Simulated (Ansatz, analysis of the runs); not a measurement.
# A defect in a wire: Ta wire along [111], 4 atoms a period, H placed on top of one Ta, part 4 of 4

Wanted: the relaxed defect and the transmission past it, beside the channels of the perfect wire.

Ansatz 0.2.0; DFT PBE, plane waves, PAW; relaxation of a wire's period (the session's first sound run).

So far, conductance of the lead as this run defines it (G₀): step 3 (bands of the perfect wire) 3.21.

### 5. The open system

This step: DFT PBE, plane waves, PAW; transmission of a junction in a wire (Ansatz 0.2.0).

The cell is now read as a scatterer between two semi-infinite leads, named by two sites one period apart. The scattering states in its self-consistent potential are matched to the leads' states at each energy. One point across is taken, as for a wire in vacuum.

Input file input.yaml:

```yaml
crystal:
  lattice:
    - [11.495, 0.0, 0.0]
    - [0.0, 9.511, 0.0]
    - [0.0, 0.0, 28.4347458894]
  atoms:
    - { symbol: Ta, position: [0.369471078, 0.499987838, -1.0e-10] }
    - { symbol: Ta, position: [0.500008222, 0.342111337, 0.0555555554] }
    - { symbol: Ta, position: [0.500008222, 0.657864339, 0.0555555554] }
    - { symbol: Ta, position: [0.630545366, 0.499987838, -1.0e-10] }
    - { symbol: Ta, position: [0.369471078, 0.499987838, 0.1111111109] }
    - { symbol: Ta, position: [0.500008222, 0.342111337, 0.1666666664] }
    - { symbol: Ta, position: [0.500008222, 0.657864339, 0.1666666664] }
    - { symbol: Ta, position: [0.630545366, 0.499987838, 0.1111111109] }
    - { symbol: Ta, position: [0.369471078, 0.499987838, 0.2222222219] }
    - { symbol: Ta, position: [0.500008222, 0.342111337, 0.2777777779] }
    - { symbol: Ta, position: [0.500008222, 0.657864339, 0.2777777774] }
    - { symbol: Ta, position: [0.630545366, 0.499987838, 0.2222222219] }
    - { symbol: Ta, position: [0.3728657717, 0.4999876402, 0.3350504678] }
    - { symbol: Ta, position: [0.5051781649, 0.3417292396, 0.3885705606] }
    - { symbol: Ta, position: [0.505177972, 0.6582457766, 0.3885707089] }
    - { symbol: Ta, position: [0.6341813709, 0.499987938, 0.3318808575] }
    - { symbol: Ta, position: [0.376128738, 0.4999878488, 0.447896081] }
    - { symbol: Ta, position: [0.5183836738, 0.3412001525, 0.500037076] }
    - { symbol: Ta, position: [0.518383707, 0.6587745253, 0.5000370558] }
    - { symbol: Ta, position: [0.6381088282, 0.4999870694, 0.4425526713] }
    - { symbol: Ta, position: [0.373295416, 0.4999876374, 0.5514123002] }
    - { symbol: Ta, position: [0.4984839236, 0.3418079553, 0.6114184357] }
    - { symbol: Ta, position: [0.4984836045, 0.6581670735, 0.6114182409] }
    - { symbol: Ta, position: [0.6349077251, 0.499987152, 0.5582213909] }
    - { symbol: Ta, position: [0.369471078, 0.499987838, 0.6666666669] }
    - { symbol: Ta, position: [0.500008222, 0.342111337, 0.7222222224] }
    - { symbol: Ta, position: [0.500008222, 0.657864339, 0.7222222224] }
    - { symbol: Ta, position: [0.630545366, 0.499987838, 0.6666666669] }
    - { symbol: Ta, position: [0.369471078, 0.499987838, 0.7777777779] }
    - { symbol: Ta, position: [0.500008222, 0.342111337, 0.8333333334] }
    - { symbol: Ta, position: [0.500008222, 0.657864339, 0.8333333334] }
    - { symbol: Ta, position: [0.630545366, 0.499987838, 0.7777777779] }
    - { symbol: Ta, position: [0.369471078, 0.499987838, 0.8888888889] }
    - { symbol: Ta, position: [0.500008222, 0.342111337, 0.9444444444] }
    - { symbol: Ta, position: [0.500008222, 0.657864339, 0.9444444444] }
    - { symbol: Ta, position: [0.630545366, 0.499987838, 0.8888888889] }
    - { symbol: H, position: [0.2575840797, 0.4999922207, 0.4990420152] }
kpoints:
  mp_grid: { grid: [1, 1, 3] }
scf:
  occupations: { method: fermi_dirac, width: 0.05 }
hamiltonian:
  xc: pbe
output:
  transmission:
    e_range: [-1.26, 1.26]
    de: 0.035
    kmesh: [1, 1]
    reduced_basis: true
    leads: [[32, 0]]
  dos: { projected: true, e_range: [-4, 3] }
  write_potential: true
  write_density: true
  volumetric_format: npy
  elf: true
basis:
  ecutwfc: "350 eV"
```

Launch:

```bash
ansatz run input.yaml --threads 4 --pin off --max-ram 16384MiB --backend cpu --events-out ev --progress --plain --runs-dir out
```

Numbers of over 12 decimals in the logs are rounded to 6 here.

Output:

```text
[...]
Crystal: 37 atoms, lattice volume = 3108.741 Å³
Basis set: ecut = 350 eV, 46253 PW (Γ)
Bands: 282, of which v1, the nominal top of the filled ones, is band 235 counted from 1 (234 counted from 0)
Symmetry: 2 space group operations
[...]
k-points: 2 of 3 (time reversal used)
[...]
SCF iter   1: F=—  HF=-357507.419511 eV  |F-HF|=—  |Δ(HF+E_count)|=         —  Δρ=4.42e-3  dr2=1.66e0  ethr=1.77e-3  ⟨swp⟩=16.0  Hψ=2829  notcnv=0
[...]
SCF iter  10: F=-357507.362468 eV  HF=-357507.362468 eV  |F-HF|=1.68e-8  |Δ(HF+E_count)|=   3.61e-8  Δρ=9.46e-7  dr2=8.91e-8  ethr=2.13e-11  ⟨swp⟩=62.0  Hψ=2464  notcnv=0
SCF 1 converged in 10 iterations: F = -357507.362468 eV  dr2 = 8.91e-8
[...]
transmission: 33 of 198 steps passed
transmission: 66 of 198 steps passed
[...]
transmission: 198 of 198 steps passed
WARN: The output density's exchange-correlation potential varies sharply where the density is thin. Do not read a vacuum level from v_tot or v_xc, or from such a field of the output density. On a cell that repeats whose density bears no net charge and no dipole along the vacuum's axis use v_es (v_loc + v_h of the components); under efield.dipole_correction with no amplitude use v_es + v_field, which holds any externa [...]
SCF converged after 10 iterations
Free energy (F): -357507.362468 eV
[...]
Internal energy: -357507.028479 eV  (E = F + TS)
E sigma→0 (E₀):  -357507.195474 eV
Entropy (-TS):   -0.333988 eV (-9.027 meV/atom)
Fermi energy:    1.388211 eV
[...]
--- Band table (eV) ---
  k-point 0: bands = [... 231 lower, 1.1863, 1.3006, 1.3240, 1.4538, 1.4671, 1.4735, 1.5249, 1.5430, ... 43 higher]
  k-point 1: bands = [... 231 lower, 1.1974, 1.2505, 1.3583, 1.3939, 1.4275, 1.4666, 1.5301, 1.5669, ... 43 higher]
--- Transmission ---
  basis      : 795 plane waves across, 33 finite elements along
  points     : 1, standing for a mesh of 1 x 1
[...]
crystal 0  : Ta4, at the sites [32, 0], period 3.1594 Å, over 18.96 Å; its Hamiltonian steps by up to 22.0 meV
[...]
filled         : 11.3 meV under the level at which it is neutral
    channels       : 3.000000e0 a spin
[...]
junction   : crystal 0 to crystal 0, -0.09 to 25.18 Å
    transmission   : 2.828838e0 a spin
    error estimate : 6.925217e-4 a spin from the reduction of the transverse basis, at the most 1.790291e-2 at 0.770000 eV
    conductance    : 1.9901e14 S/m² at 300 K (1.9572e14 on every other energy)
    error estimate : 1.7 % from the energy spacing and 0.2 % from band edges of the leads and from resonances (wavevectors taken as independent; lower de), 0.1 % from the reduction of the transverse basis, 7.5 % from the steps of its leads' Hamiltonians or their offsets (lay more layers), 0.2 % from the distance to neutral
    resistance     : 7.1659e-4 Ω µm² beyond half of each lead's own
```

The job ended after 7.6 min (4 threads of Arm Neoverse V1, shared host; peak memory 5 GiB; 20 min of CPU time).

This step gave:

| Item | Value |
| --- | --- |
| energy at zero smearing | -357507.1955 eV |
| transmission at the energy nearest the Fermi level, one spin | 2.829 |
| step of the lead's Hamiltonian | 22 meV |
| conductance of the junction | 2.808 G₀ |

Transmission, one spin against energy, zero at the Fermi level:

| energy (eV) | transmission, one spin |
| --- | --- |
| -1.190 | 5.54 |
| -1.085 | 4.56 |
| -1.015 | 3.71 |
| -0.910 | 3.77 |
| -0.805 | 3.83 |
| -0.735 | 3.84 |
| -0.700 | 3.84 |
| -0.595 | 3.83 |
| -0.490 | 3.70 |
| -0.385 | 2.91 |
| -0.315 | 1.86 |
| -0.210 | 1.73 |
| -0.105 | 2.62 |
| 0.000 | 2.83 |
| 0.070 | 3.26 |
| 0.105 | 1.73 |
| 0.210 | 3.63 |
| 0.315 | 3.85 |
| 0.385 | 3.92 |
| 0.490 | 4.00 |
| 0.595 | 4.08 |
| 0.700 | 4.42 |
| 0.805 | 2.95 |
| 0.910 | 6.08 |
| 0.980 | 6.32 |
| 1.015 | 4.69 |
| 1.085 | 5.73 |
| 1.120 | 5.78 |
| 1.190 | 5.72 |

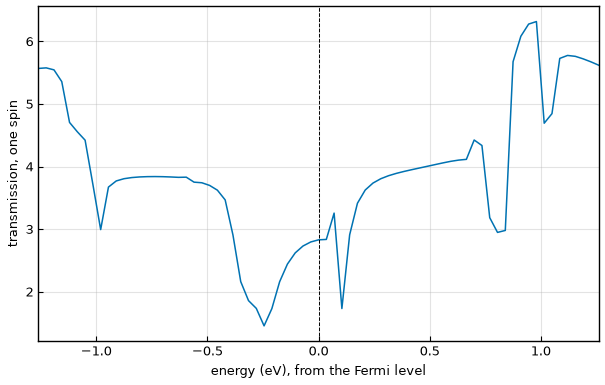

Transmission, one spin, plotted against energy.

Table of open channels of the lead, one spin by energy, zero at the Fermi level:

| energy (eV) | open channels of the lead, one spin |
| --- | --- |
| -1.190 | 7 |
| -1.085 | 6 |
| -1.015 | 4 |
| -0.910 | 4 |
| -0.805 | 4 |
| -0.700 | 4 |
| -0.595 | 4 |
| -0.490 | 4 |
| -0.385 | 4 |
| -0.315 | 3 |
| -0.210 | 3 |
| -0.105 | 3 |
| 0.000 | 3 |
| 0.105 | 5 |
| 0.210 | 5 |
| 0.315 | 5 |
| 0.385 | 5 |
| 0.490 | 5 |
| 0.595 | 5 |
| 0.700 | 6 |
| 0.805 | 3 |
| 0.910 | 7 |
| 1.015 | 5 |
| 1.085 | 6 |
| 1.190 | 6 |

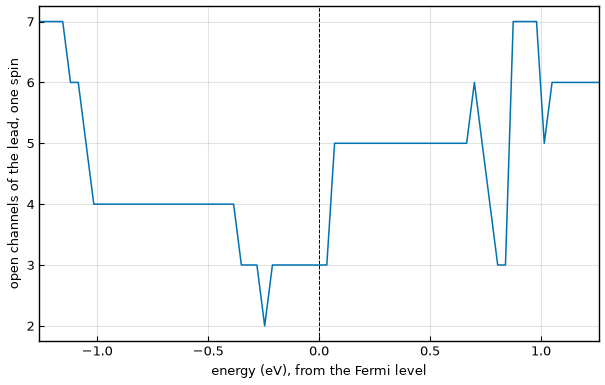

Open channels of the lead, one spin, plotted against energy.

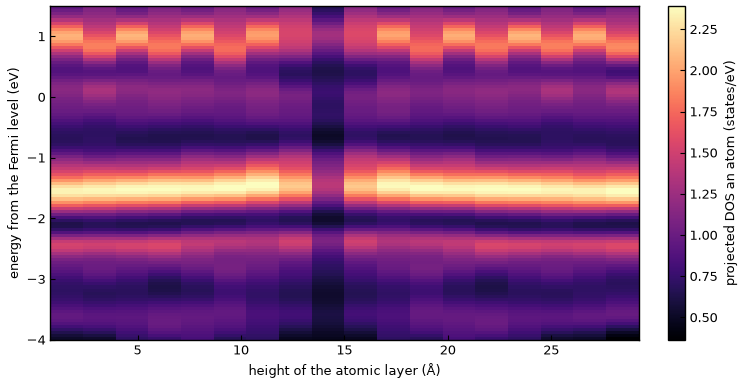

Projected DOS an atom over height of the atomic layer and energy from the Fermi level.  broadened by a Gaussian of 0.15 eV, since few k-points sample the long cell.

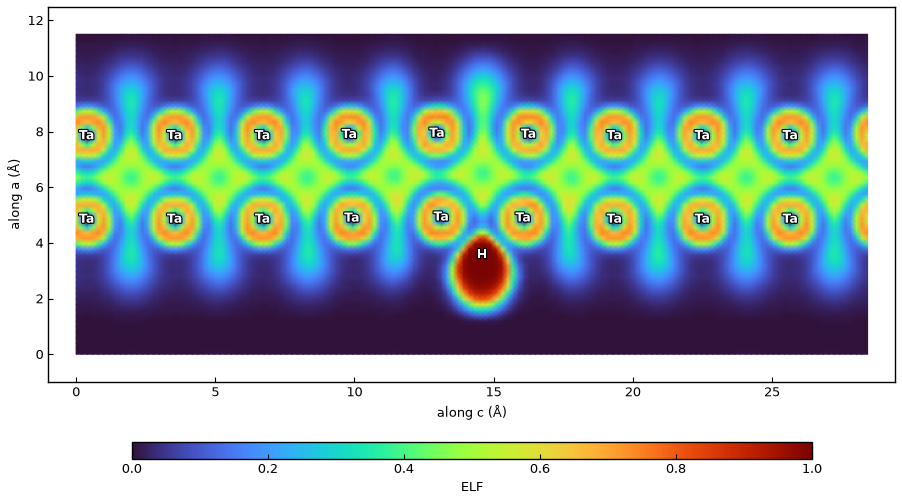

ELF in the ca plane at fractional y = 0.500, with atoms of Ta and H within 0.2 Å of it. It is the smooth field of the valence electrons, not physical close to the nuclei.

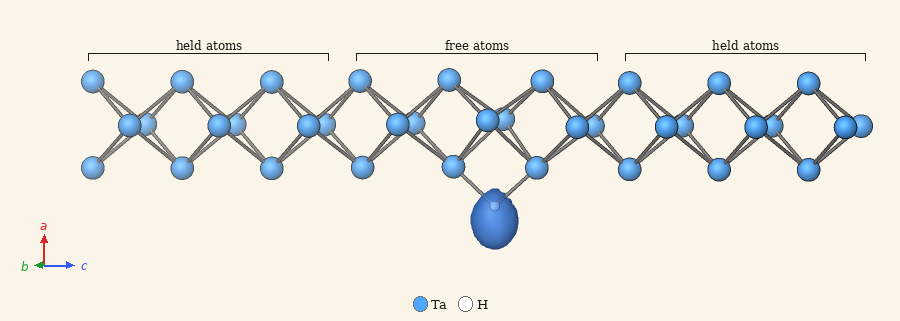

Surface of ELF = 0.85.

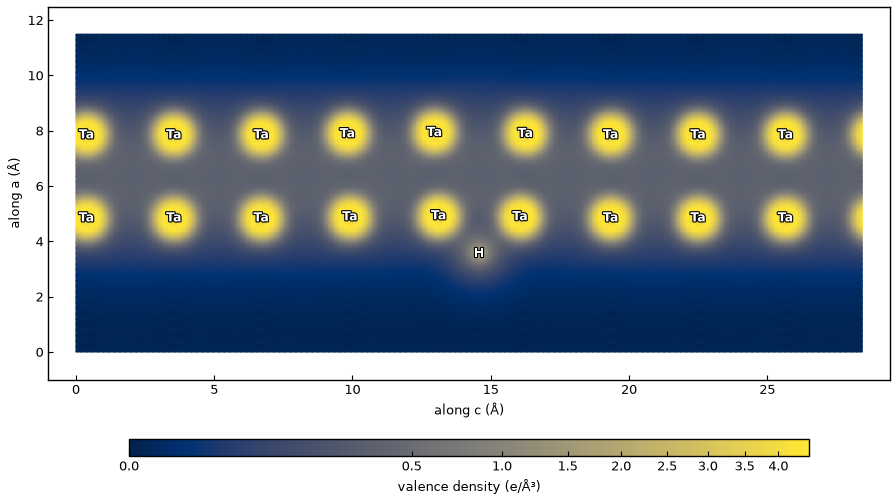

Valence density in the ca plane at fractional y = 0.500, with atoms of Ta and H within 0.2 Å of it. It is the smooth field of the valence electrons, not physical close to the nuclei. The colour scale is stretched toward low values.

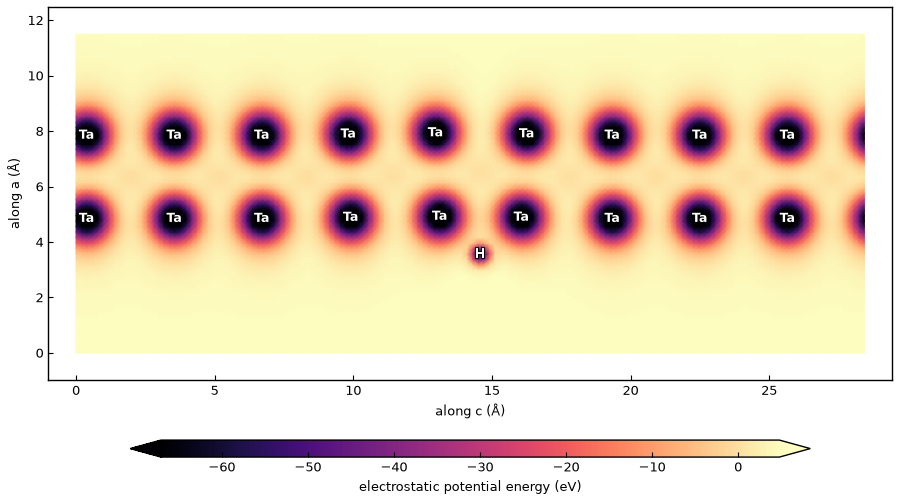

Electrostatic potential energy in the ca plane at fractional y = 0.500, with atoms of Ta and H within 0.2 Å of it. With pseudopotentials it is smooth inside the atoms' cores, unlike the true potential.

By hand: the program gives 1.9901 × 10^14 S/m² over the cell's cross-section of 109.33 Å² = 1.093 × 10^-18 m², so one cell conducts 2.176 × 10^-4 S. Divided by G0 = 2e²/h = 7.748 × 10^-5 S this is 2.81 G0, a resistance of 4.60 kΩ.

The conductance is 2.81 G₀, with 3 channels a spin open in the lead. The lead's Hamiltonian steps by 22.0 meV, which the program lets pass, though it counts in the error estimate. The largest term of the program's error estimate is 8 %.

### 6. Conductance and thermopower from T(E)

This step: Landauer integrals over the computed T(E), interpolated linearly between its energies (analysis of the runs above).

Conductance and thermopower are moments of T(E) over the thermal window; sliding the window along E stands for a gate that leaves T(E) rigid.

This step gave:

```
conductance at 300 K, interpolated from T(E) : 2.815 G₀
thermopower at 300 K                         : -2.386 μV/K
Lorenz number over L0                        : 0.9613
```

T(E) held rigid; rough near sharp steps of T(E). Conductance at 300 K against shift of the leads' level:

| shift of the leads' level (eV) | conductance at 300 K (G₀) |
| --- | --- |
| -0.900 | 3.73 |
| -0.750 | 3.84 |
| -0.600 | 3.80 |
| -0.500 | 3.67 |
| -0.350 | 2.37 |
| -0.200 | 1.93 |
| -0.050 | 2.74 |
| 0.050 | 2.81 |
| 0.200 | 3.45 |
| 0.350 | 3.88 |
| 0.500 | 4.01 |
| 0.600 | 4.09 |
| 0.750 | 3.79 |
| 0.900 | 5.48 |

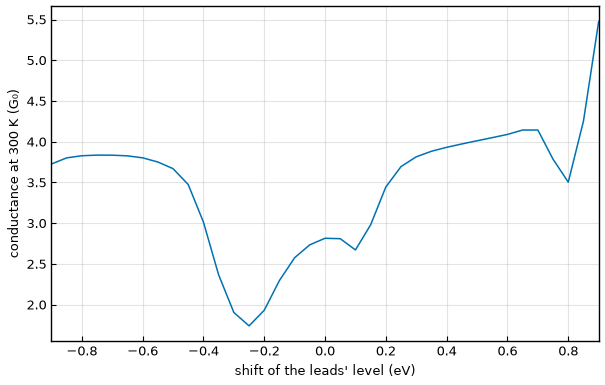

Conductance at 300 K against shift of the leads' level.

T(E) held rigid; rough near sharp steps of T(E). The thermopower at 300 K by shift of the leads' level:

| shift of the leads' level (eV) | thermopower at 300 K (μV/K) |
| --- | --- |
| -0.900 | -4.05 |
| -0.750 | -0.142 |
| -0.600 | 1.51 |
| -0.500 | 5.43 |
| -0.350 | 34.6 |
| -0.200 | -22.0 |
| -0.050 | -6.25 |
| 0.050 | 3.58 |
| 0.200 | -14.7 |
| 0.350 | -2.22 |
| 0.500 | -1.42 |
| 0.600 | -1.50 |
| 0.750 | 14.0 |
| 0.900 | -21.8 |

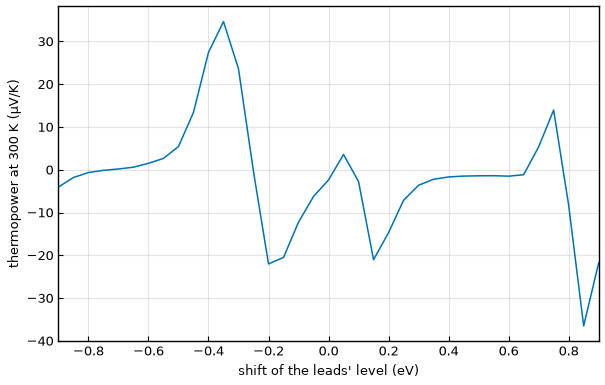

Thermopower at 300 K, plotted against shift of the leads' level.

The two levels move by half the bias each and T(E) is held rigid. Table of current from the zero-bias T(E) by bias:

| bias (V) | current from the zero-bias T(E) (μA) |
| --- | --- |
| 0.000 | 0 |
| 0.100 | 21.7 |
| 0.200 | 42.6 |
| 0.300 | 62.9 |
| 0.400 | 83.6 |
| 0.500 | 104 |
| 0.600 | 126 |
| 0.700 | 149 |
| 0.800 | 175 |
| 0.900 | 203 |
| 1.000 | 232 |
| 1.100 | 262 |
| 1.200 | 292 |
| 1.300 | 323 |
| 1.400 | 354 |
| 1.500 | 384 |
| 1.600 | 413 |
| 1.700 | 443 |
| 1.800 | 476 |
| 1.900 | 513 |

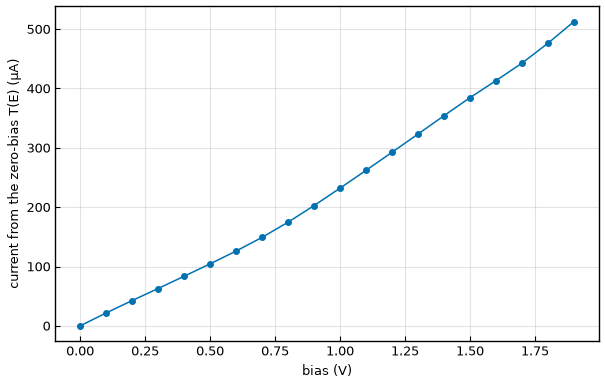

Current from the zero-bias T(E), plotted against bias.

By hand, Mott's formula: S = −(π²k²T/3e) d ln T/dE, and π²k²T/3e = 7.33 μV/K × eV at 300 K. The computed T is 2.73 at -0.070 eV and 3.26 at +0.070 eV, so d ln T/dE ≈ 1.26 per eV and S ≈ -9.22 μV/K, against -2.39 from the integrals.

The thermopower is -2.39 μV/K. The Lorenz ratio is 0.96, where the Wiedemann-Franz law gives 1. Moving the level by up to 0.1 eV either way gives -12 to 3.6 μV/K.

### 7. The perfect wire

This step: DFT PBE, plane waves, PAW; channels and complex bands of a perfect wire; changed: hamiltonian.hubbard = {"sites": [{"species": "Ta", "l": "d", "u_eff": 40.0}]}, scf.max_iter = 60 (Ansatz 0.2.0).

System of this step: Ta wire along [111], 4 atoms a period. The cell holds 4 atoms: 4 Ta. Its edges and angles: a = 11.495 Å, b = 9.511 Å, c = 3.159 Å, α = 90.0°, β = 90.0°, γ = 90.0°. Vacuum lies along a and b. The structure's axis is c.

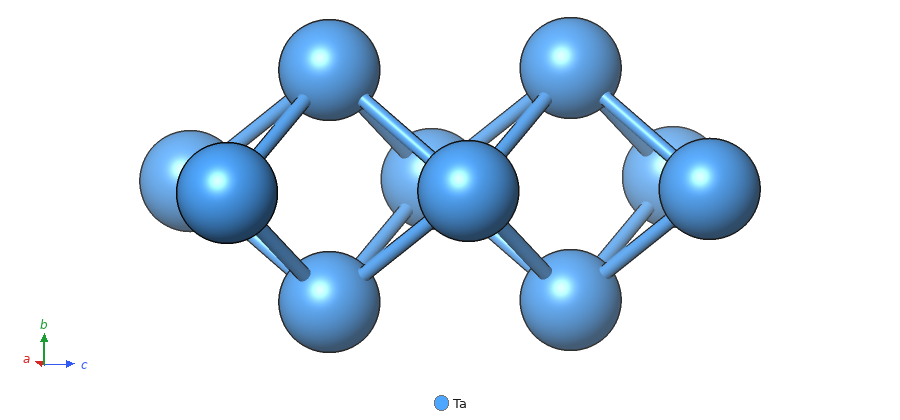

The cell of this step (tantalum blue). 1×1×2 cells are drawn. Some periodic images of atoms are drawn too.

The input of the run on the perfect lead is made doubtful on purpose.

Input file input.yaml:

```yaml
crystal:
  lattice:
    - [11.495, 0.0, 0.0]
    - [0.0, 9.511, 0.0]
    - [0.0, 0.0, 3.1594162099]
  atoms:
    - { symbol: Ta, position: [0.369471078, 0.499987838, 0.0] }
    - { symbol: Ta, position: [0.500008222, 0.342111337, 0.499977755] }
    - { symbol: Ta, position: [0.500008222, 0.657864339, 0.500022245] }
    - { symbol: Ta, position: [0.630545366, 0.499987838, 0.0] }
kpoints:
  mp_grid: { grid: [1, 1, 26] }
scf:
  occupations: { method: fermi_dirac, width: 0.05 }
  max_iter: 60
hamiltonian:
  xc: pbe
  hubbard: { sites: [{ species: Ta, l: d, u_eff: 40.0 }] }
output:
  transmission:
    e_range: [-1.26, 1.26]
    de: 0.035
    kmesh: [1, 1]
    reduced_basis: true
    leads: [[0, 0]]
basis:
  ecutwfc: "350 eV"
```

Output:

```text
Error: inconsistent input (output.transmission.reduced_basis, hamiltonian.hubbard): a run with a Hubbard term is solved on all plane waves alone: leave reduced_basis out
```

It took 0.11 s on 4 threads; peak memory 0.077 GiB.

The input was rejected at the start.

The program's message: “Error: inconsistent input (output.transmission.reduced_basis, hamiltonian.hubbard): a run with a Hubbard term is solved on all plane waves alone: leave reduced_basis out”

The change that led to it: hamiltonian.hubbard.

### 8. Outcome

| Property | Result |
| --- | --- |
| conductance of the perfect wire | 3.21 G₀ |
| conductance, H placed on top of one Ta | 2.81 G₀ |
| thermopower, H placed on top of one Ta | -2.39 μV/K |

In words: Summed over the computed window, 83 % of the lead's open channels pass the defect; the conductance at 300 K is 2.81 G₀. With H placed on top of one Ta, 86 % of the conductance of that run's own lead (3.28 G₀) is left, so it scatters little at the Fermi level. Transport is coherent and elastic here: the atoms are frozen, so scattering by vibrations plays no part. Adsorbates are named by the site where they were placed; the distances after each relaxation show where they ended. Spin-orbit coupling is left out, which matters for the bands of heavy atoms. A junction with open d shells ran without spin, after the few moments seeded in its relaxation died away; moments on all d atoms were not tried. The adsorbed H moved by 1.7 Å in the relaxation, so the site named is where it was put. A cutoff under the files' recommended one was taken to save time; its effect on T(E) was not tested here. A cell with an odd number of electrons ran without spin; a level of the scatterer near the Fermi level could split if spin were allowed.

[Logs are printed without paths, hosts, clocks, repeated set-up lines and the standing remarks that a program may print on its own settings, such as how far it seeks lower states.]

[Hosts, paths, dates, database ids (printed as entryN), source tags and the programs' standing remarks are cut or masked in the printed files.]
